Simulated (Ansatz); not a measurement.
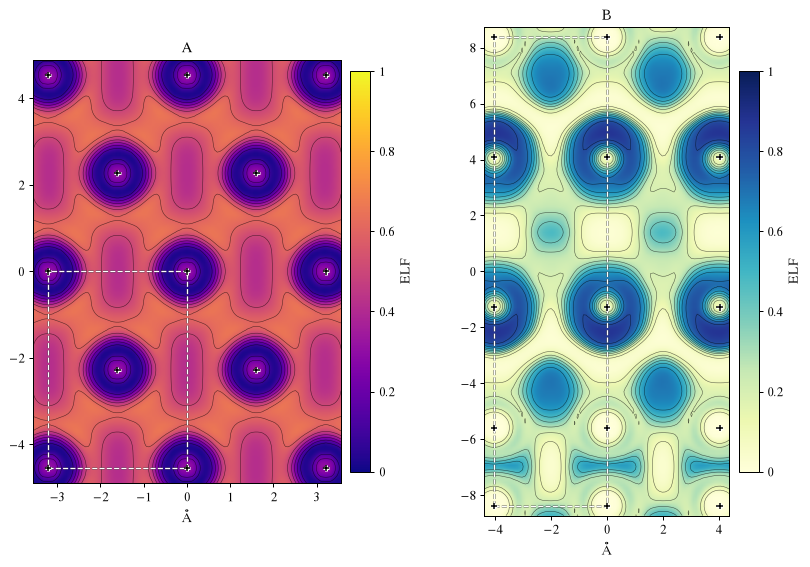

The electron localisation function of 2 systems, each on a plane through atoms (crosses mark nuclei in the plane).

These are results of Ansatz 0.2.0, DFT PBEsol, scalar-relativistic, plane waves, PAW, not measurements.

System 1: Al, the (011) plane of the conventional cell. Space group Im-3m; a structure from a database of computed crystals, not necessarily the ambient phase; computed without spin polarisation.

```
Al
1.0
     3.21288    0.00000    0.00000
     0.00000    3.21288    0.00000
     0.00000    0.00000    3.21288
Al
2
Cartesian
  0.0000 0.0000 0.0000
  1.6064 1.6064 1.6064
```

System 2: InSe, the (010) plane of the conventional cell. Space group P6₃/mmc.

### Which map belongs to which system?

Panel A is system 1, Al: the plane holds Al. Al–Al (2.78 Å): the ELF peaks at about 0.65 between the atoms. Panel B is system 2, InSe: the plane holds In and Se. In–In (2.79 Å): the ELF reaches about 0.55 near the midpoint.
